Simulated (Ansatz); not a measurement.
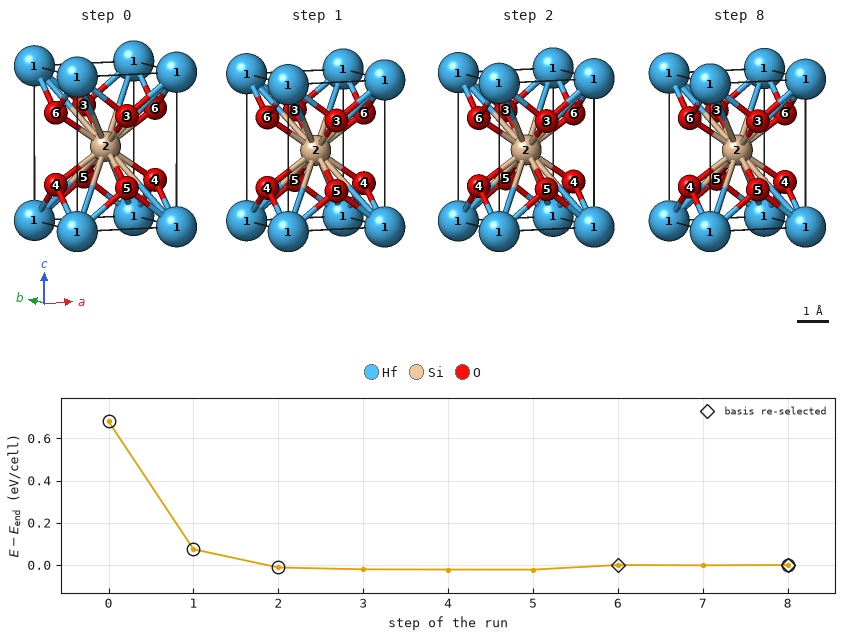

Frames of a relaxation of a crystal of HfSiO4 (built on the NaHoF4-123 type type), marked on the history of the run. The picture is a ball-and-stick view of the cell of the calculation, seen slightly off an axis.

These are results of DFT, PBEsol, plane waves, PAW in Ansatz, not measurements.

Input file:
```yaml
crystal:
  lattice:
    - [3.54365742, 0.0, 0.0]
    - [0.0, 3.54365742, 0.0]
    - [0.0, 0.0, 5.09969199]
  atoms:
    - { symbol: Hf, position: [0.0, 0.0, 0.0] }
    - { symbol: Si, position: [0.5, 0.5, 0.5] }
    - { symbol: O, position: [0.5, 0.0, 0.73274685] }
    - { symbol: O, position: [0.0, 0.5, 0.26725315] }
    - { symbol: O, position: [0.5, 0.0, 0.26725315] }
    - { symbol: O, position: [0.0, 0.5, 0.73274685] }
kpoints:
  mp_grid: { grid: [6, 6, 4] }
hamiltonian:
  xc: pbesol
scf:
  occupations: { method: fermi_dirac, width: 0.03 }
relax:
  f_tol: 0.01
  cell: {}
  max_steps: 120
output:
  write_density: true
  write_potential: true
  elf: true
  volumetric_format: npy
```

Command:
```bash
ansatz run input.yaml --threads 2 --pin off --max-ram 20275MiB --backend cpu --events-out ev --progress --plain --runs-dir out
```

**Describe the path.**

The largest moves relative to the cell, 0.005 Å, are those of O3, O4, O5 and O6. O4 goes along +c. Hf and Si stay in place. Cell: a = b 3.544 → 3.400 Å (−4.0 %), c 5.100 → 4.874 Å (−4.4 %). Volume −12.0 %. Near-neighbour distances that change, for instance: Hf1–Si2 3.575 → 3.423 Å, Hf1–Hf1 3.544 → 3.400 Å, Si2–O3 2.133 → 2.041 Å, Hf1–O3 2.235 → 2.145 Å. The space group stays P4/mmm (No. 123). After 6 accepted moves (8 points after the start) the energy has fallen by 0.680 eV per cell of the calculation. Largest force component: 0.33 eV/Å at the start, 0.00063 eV/Å at the end. Pressure: −25.40 GPa at the start and −0.01 GPa at the end. At 2 points the geometry stayed and the basis and grid were re-selected for the new cell (energy shift of 21.9 meV per cell of the calculation at most each time). From step 0 to 1: O atoms move most (0.03 Å), volume −10.2 %, energy −0.606 eV per cell of the calculation. From step 1 to 2: O atoms move most (0.05 Å), volume −2.7 %, energy −86.3 meV per cell of the calculation. From step 2 to 8: volume +0.6 %, energy +11.8 meV per cell of the calculation.

```
step  E − E(0), meV/atom  largest force component, eV/Å  pressure, GPa  volume, Å³/atom                      note
   0                0.00                         0.3297         -25.40           10.673                          
   1             -100.95                         0.9526          -2.13            9.588                          
   2             -115.33                         0.2537           1.90            9.333                          
   3             -116.78                         0.0548          -0.39            9.435                          
   4             -116.96                         0.0397          -0.07            9.425                          
   5             -117.01                         0.0003          -0.01            9.421                          
   6             -113.36                         0.0011          -0.79            9.421  same geometry, new basis
   7             -113.60                         0.0006           0.02            9.392                          
   8             -113.36                         0.0006          -0.01            9.392  same geometry, new basis
```
